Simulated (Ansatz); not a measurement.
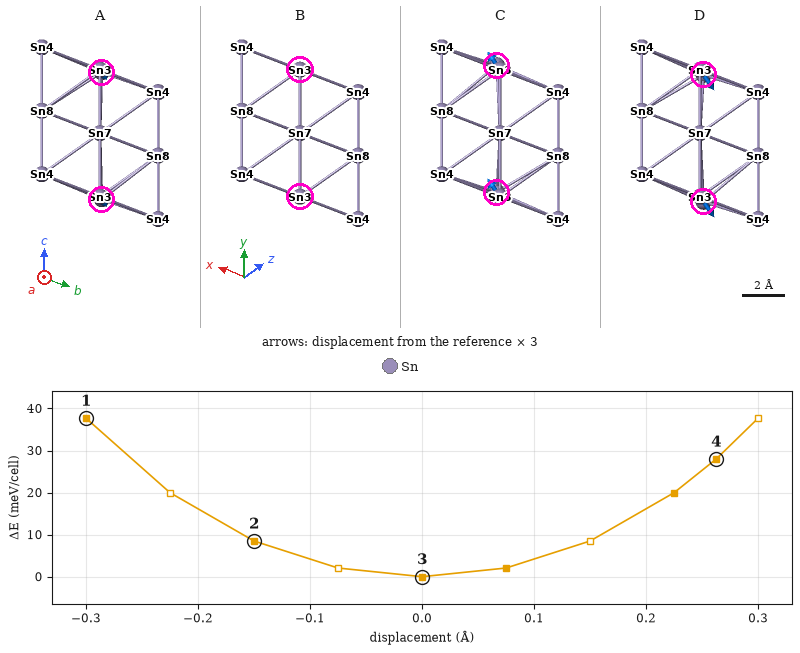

A scan of solid Sn (Immm): a Sn atom (one in each cell of 8 atoms) is moved along Cartesian [1 1 0], all else fixed. The frames are shuffled; the numbered points of the plot belong to them. Hollow markers are points alike by symmetry, not computed again. A ball-and-stick model of the cell of the calculation, seen along the a axis. The ringed atoms are those of the scanned coordinate. Blue arrows: displacements from the reference.

These are results of DFT PBEsol, scalar-relativistic, plane waves, PAW in Ansatz 0.2.0, not measurements. Set-up: plane-wave cutoff 420 eV; k-point mesh 10 × 10 × 10; occupations gaussian; smearing width 0.15 eV; no spin polarisation. Energies (free energies at the smearing named) are counted from the cell as listed in its source, which wasn't relaxed.

> Which frame belongs to which numbered point?

Point 1 is frame D (the displacement −0.30 Å, 37.7 meV/cell); 2 is frame A (the displacement −0.15 Å, 8.5 meV/cell); 3 is frame B (the displacement 0.00 Å, 0.0 meV/cell); 4 is frame C (the displacement 0.2625 Å, 28.0 meV/cell). The lowest computed point lies at the displacement 0.00 Å (0.0 meV/cell). At the ends of the scan the energy is 37.7 meV/cell (−0.30 Å) and 37.7 meV/cell (0.30 Å). The curvature at zero is about 0.76 eV/Å². The well is symmetric. At the highest point the shortest interatomic distance is 3.19 Å, against 3.41 Å in the reference. The distortion takes the space group from Immm to Cm.
